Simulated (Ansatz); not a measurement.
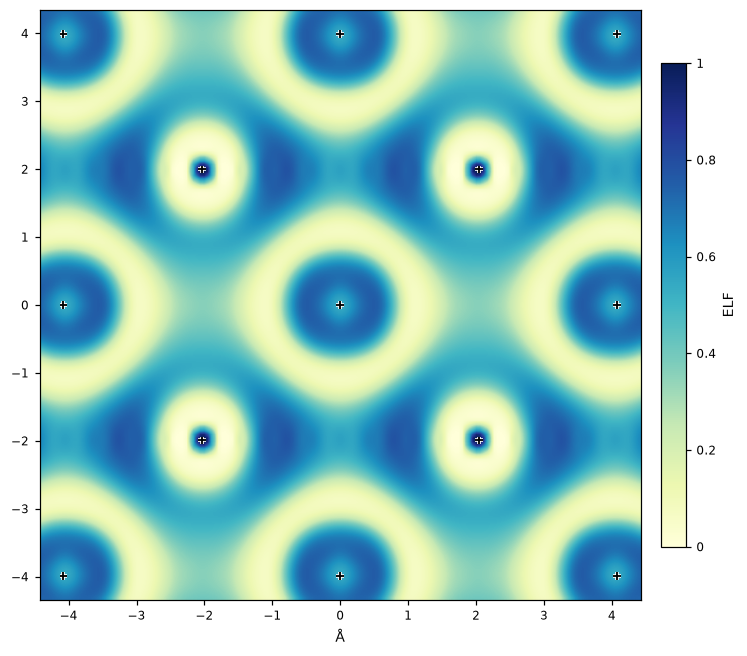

The ELF on a plane through atoms (crosses mark nuclei in the plane).

Theory: DFT PBE, scalar-relativistic, plane waves, PAW (Ansatz).

Candidates:
A. Al, a = 2.85 Å, b = 2.85 Å, c = 9.38 Å, α = 90.00°, β = 90.00°, γ = 120.00°. Space group P6₃/mmc; a structure from a database of computed crystals, not necessarily the ambient phase; PAW files of the earlier set (soft_1).
B. TiAl, a = 2.82 Å, b = 2.82 Å, c = 4.08 Å, α = 90.00°, β = 90.00°, γ = 90.00°. Space group P4/mmm; computed without spin polarisation; PAW files of the earlier set (soft_1).
C. TiO2, a = 4.92 Å, b = 4.92 Å, c = 2.78 Å, α = 90.00°, β = 90.00°, γ = 90.00°. Space group P4₂/mnm; a point of a scan over the structure, not its minimum; not relaxed (largest force 0.5 eV/Å); computed pressure about −4 GPa in this cell; computed without spin polarisation; PAW files of the earlier set (soft_1).

Q: Which candidate gave the map?

A: Candidate B: TiAl on the (11̄0) plane of the conventional cell, which holds Ti and Al. Ti–Al (2.85 Å): the ELF is about 0.35 at the midpoint.
